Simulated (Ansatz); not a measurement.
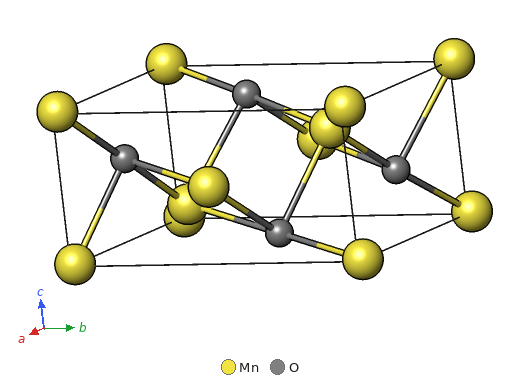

Drawn in the ball-and-stick manner and seen slightly off an axis. The edges of the simulation cell are marked.

```xyz
8
Lattice="-2.2151 4.3966 2.2181 2.1999 -2.1786 4.3815 2.1898 2.1822 0.0068" Properties=species:S:1:pos:R:3 pbc="T T T"
Mn    0.0664    0.0243    0.1042
Mn    0.0245    4.3532    4.4313
Mn    2.1605    2.0924    4.3857
Mn   -0.0621    2.2659    2.1771
O     2.2294    2.1538    2.1981
O     2.1744    0.0177    4.3732
O    -0.0028    4.3813    2.2550
O     0.0142    2.1471    4.4429
```

Method used: DFT, PAW plane waves, r2SCAN in Ansatz. It ran with wavefunction cutoff 500 eV, a 4×4×6 k-point grid, Fermi-Dirac smearing of 0.1 eV, collinear spins.

Question: Where do the moments sit, and how are they aligned?

Answer: In the lowest state found: antiferromagnetic (within this cell). Site moments: 2 Mn +4.1 μB and 2 Mn −4.0 to −4.1 μB. The net spin moment of the whole cell is 0.0 μB.

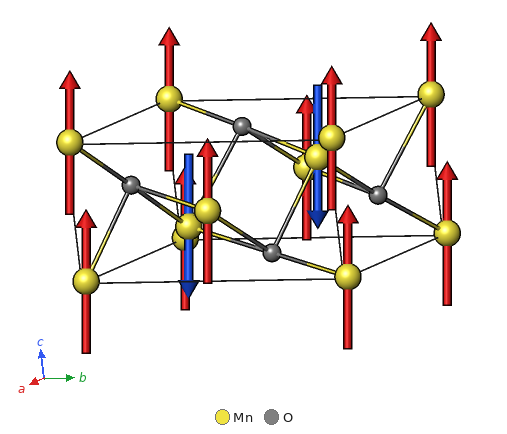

Arrows are the site magnetic moments above 0.25 μB (those induced on non-metal atoms are left out); longer means larger, and red and blue are up and down (without spin-orbit coupling the axis itself is arbitrary).

The structure is a known structure type with the cell strained and the atoms shaken on purpose; no relaxation was done. It was run through Ansatz as a DFT input.

At this level of theory the cell isn't at rest (forces up to 0.8 eV/Å), so its distances can differ from those at equilibrium, the more so the softer the solid, and its magnetic state may change on relaxation.
